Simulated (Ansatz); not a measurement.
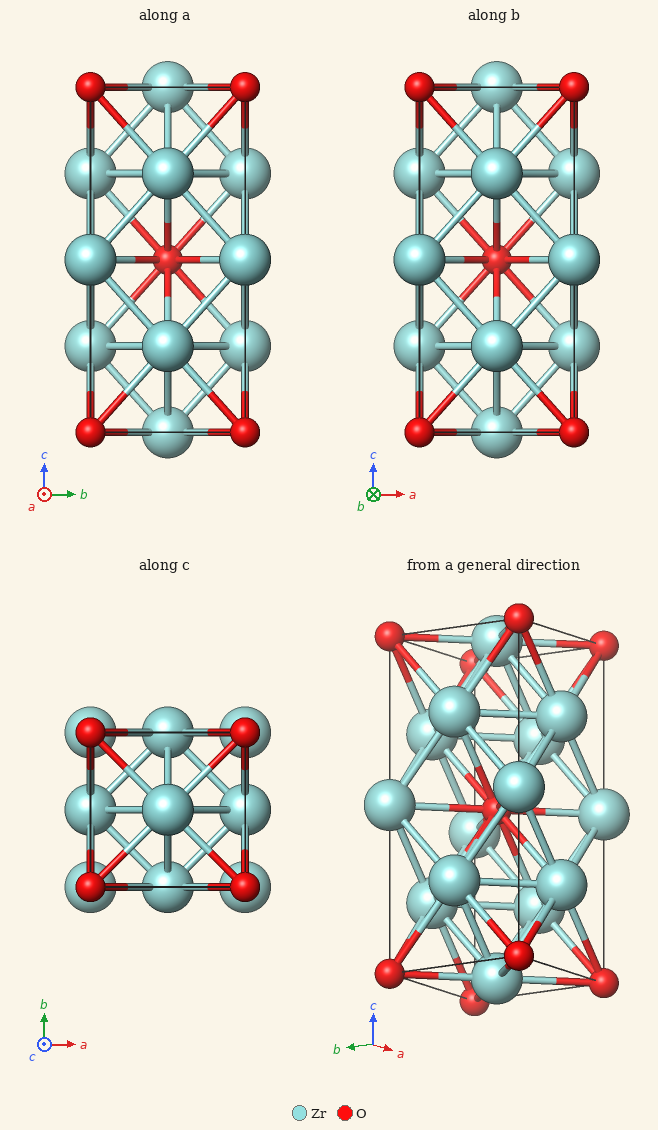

An orthographic ball-and-stick view of the structure, along the a axis, along the b axis, along the c axis and from a general direction. The frame is the conventional unit cell; atoms at its boundary are shown with their periodic copies.

Connected in the drawing: O–Zr up to 3.13 Å, Zr–Zr up to 3.12 Å (cut-off distances).

### What is the chemical formula?

Zr$_{3}$O. The cell holds 6 Zr, 2 O, counting shared atoms by their share.

### Which Bravais lattice does it have?

Body-centred tetragonal.

### Space group?

I4/mmm (No. 139), with Zr on 2b, Zr on 4d and O on 2a.

### Describe the environment of the O atoms.

Twelve Zr in a distorted cuboctahedral arrangement.

### How far does the bonding extend?

The bonds build a three-dimensional framework.

The structure was taken from a textbook structure type filled with these elements (whether it is the usual form wasn't checked). Earlier steps of the study, as a rule a relaxation of our own, may have changed the cell and positions, so they can lie some per cent off the listed ones. It was set up as input for a calculation with Ansatz.
